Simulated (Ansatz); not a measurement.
The coordinates of a crystal:

```xyz
12
Lattice="3.9991 0.0000 0.0000 0.0000 3.9991 0.0000 0.0000 0.0000 9.3878" Properties=species:S:1:pos:R:3 pbc="T T T"
Sn    0.0000    1.9995    2.3470
Sn    0.0000    0.0000    0.0000
O     1.9995    1.9995    2.7822
O     0.0000    1.9995    4.2586
O     0.0000    0.0000    1.9117
O     0.0000    1.9995    0.4353
Sn    1.9995    0.0000    7.0409
Sn    1.9995    1.9995    4.6939
O     0.0000    0.0000    7.4762
O     1.9995    0.0000    8.9526
O     1.9995    1.9995    6.6056
O     1.9995    0.0000    5.1292
```

What would a drawing of this structure show?

The solid is SnO2. Space group: I4_1/amd (No. 141). Lattice: body-centred tetragonal. Type of structure: anatase. The cell has 12 atoms, namely 4 Sn, 8 O. Sn bonds to six O at 1.91 to 2.05 Å. O bonds to three Sn at 1.91 to 2.05 Å. The bonds build a three-dimensional framework.

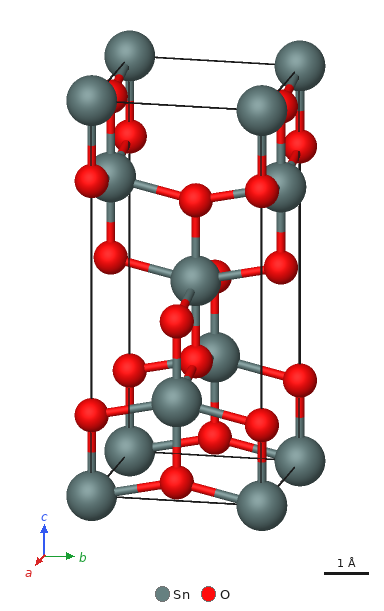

Shown here is a ball-and-stick view of the crystal, taken slightly off an axis. The edges of the conventional unit cell are marked.

The model was built from a structure listed in the Materials Project. The cell was then strained or its atoms displaced on purpose. Ansatz was used for an electronic-structure calculation on it.

At this level of theory the run's own cell isn't at rest (compressed, at 25 GPa and forces up to 2.5 eV/Å), so its distances can differ from those at equilibrium, the more so the softer the solid.
